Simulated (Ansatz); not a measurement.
## Electronic structure of CoH₄ in real space

Input

```
crystal:
  lattice:
    - [2.5221729157, 0.0, 0.0]
    - [-1.2610864578, 2.1842658177, 0.0]
    - [0.0, 0.0, 7.8560794669]
  atoms:
    - { symbol: Co, position: [0.6666666667, 0.3333333333, 0.2297176664], spin: 1.3 }
    - { symbol: H, position: [0.3333333333, 0.6666666667, 0.1143763415] }
    - { symbol: H, position: [0.0, 0.0, 0.345048966] }
    - { symbol: H, position: [0.3333333333, 0.6666666667, 0.6753033649] }
    - { symbol: H, position: [0.3333333333, 0.6666666667, 0.769994881] }
basis:
  ecutwfc: 420
kpoints:
  mp_grid: { grid: [12, 12, 4] }
hamiltonian:
  xc: pbe
scf:
  occupations: { method: gaussian, width: 0.1 }
output:
  forces: true
  stress: true
  eigenvalues: true
  populations: true
  write_density: true
  write_potential: true
  elf: true
  volumetric_format: npy
magnetization:
  spin_polarized: true
relax:
  adjacent_minimum: "off"
  f_tol: 0.01
  max_steps: 80
  cell: { stress_tol: 0.05 }
```

Run with:

```sh
ansatz run input.yaml --threads 1 --pin off --max-ram 2560MiB --backend cpu --events-out ev --progress --plain --runs-dir out
```

Below, planes, directions and counts refer to the conventional cell (a = 2.50 Å, b = 2.50 Å, c = 8.28 Å, α = 90.00°, β = 90.00°, γ = 120.00°).

The fields are those of the relaxed geometry.

Space group P3m1; a generated structure, not necessarily the stable one; spin-polarised.

The calculation used DFT PBE, scalar-relativistic, plane waves, PAW (Ansatz).

Core electrons are frozen (PAW), and the valence fields are smoothed inside the atomic spheres.

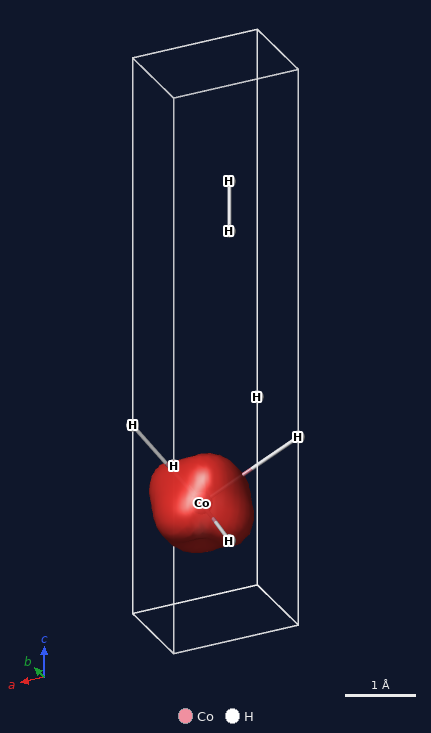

Figure 1. Isosurface of the magnetisation density (up minus down) at +0.08 e/Å³ (red), seen at an oblique angle. Sticks mark near contacts.

Where is the spin, and how is it ordered?

Answer. The spin density sits on Co: +0.7 μB in one cell of 5 atoms: parallel main moments, as they must be, since the calculation's own cell holds one magnetic site. The cell of the calculation (5 atoms) carries 0.7 μB of net spin moment.

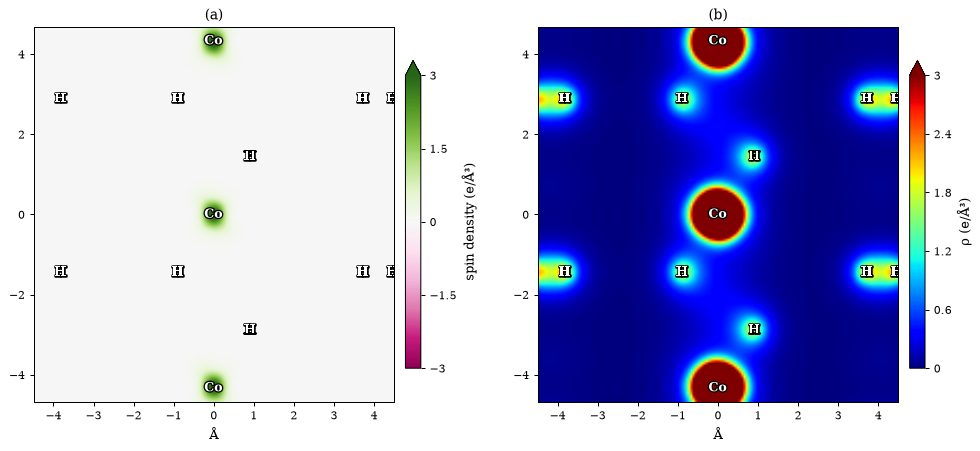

Figure 2. (a) magnetisation density (up minus down); (b) valence pseudo-density on the (110) plane of the conventional cell.

What does the map show?

Answer. The plane passes through Co and H nuclei. H–H (0.74 Å): the density is about 1.8 e/Å³ at the midpoint. Co–H (1.70 Å): ρ at the midpoint is about 0.82 e/Å³. The density dies away to nearly zero in the voids.

Does the calculation make it a metal, or give it a gap?

Answer. It is metallic or semimetallic at this level of theory: no gap opens.
